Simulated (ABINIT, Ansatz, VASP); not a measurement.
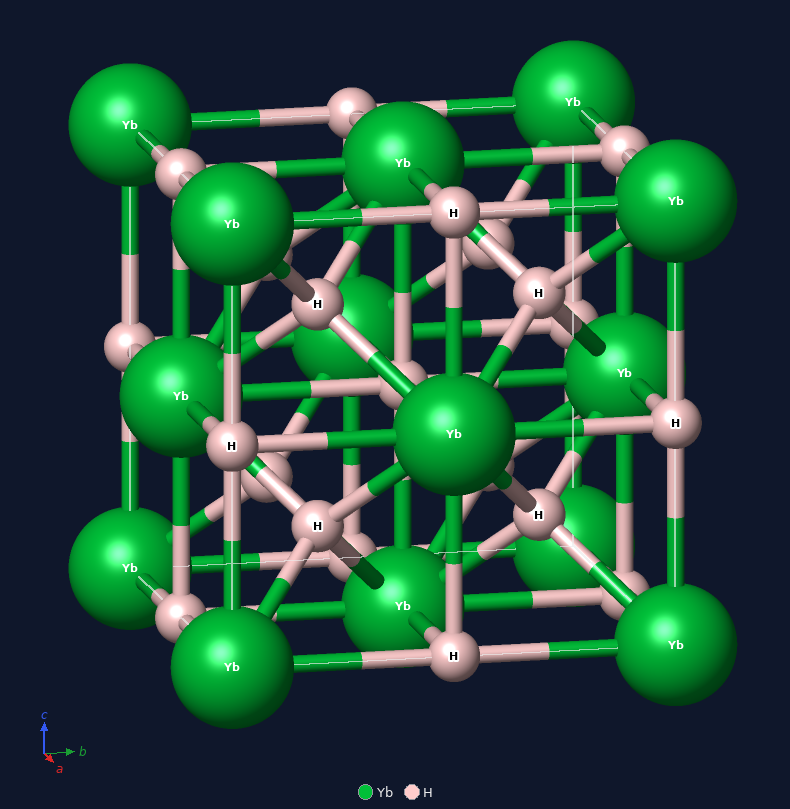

YbH₃, D0₃ (BiF₃ or Fe₃Al type), space group Fm-3m (No. 225), a = 5.210 Å, b = 5.210 Å, c = 5.210 Å, α = 90.00°, β = 90.00°, γ = 90.00°. Crystal structure, ball-and-stick style, seen slightly off an axis. Atoms at the boundary of the conventional unit cell (the box) are drawn once for each face, edge or corner they touch. The cell is a structure listed in the Materials Project. It needn't be the stable form of this composition.

One fixed geometry in three programs or potential sets. Alike in all runs: functional PBE; k mesh 9 × 9 × 9 on the run's cell of 4 atoms; occupations fermi-dirac, width 0.05 eV; collinear spin, ferromagnetic start; no spin-orbit coupling. All runs are metallic.

```tsv
program	pressure (GPa)	net moment (μB per cell of 4)
Ansatz (Ansatz PAW)	-5.4	0.17
VASP (PBE potentials, release 64 Yb, H)	?	?
ABINIT (JTH PAW PBE v2.0)	-3.7	0.22
```

> Estimate the row of VASP (PBE potentials, release 64 Yb, H).

A pressure of -5.4 GPa and a moment of 0.18 μB. The other rows span -5.4 to -3.7 GPa and 0.17 to 0.22 μB.

> Is this cell larger or smaller than the equilibrium cell of this functional?

Larger: all pressures given are negative (-5.4 to -3.7 GPa), so its volume would shrink.

Plane-wave pressures hold the error of each finite cutoff. Each run keeps the magnetic state that it reached from a ferromagnetic start.

Notes on single rows: ABINIT (JTH PAW PBE v2.0): small starting moments can end in a higher magnetic state in this program.

Caveat: semilocal functionals without U treat localised f shells poorly, and where the shell is open runs can settle in different occupations.
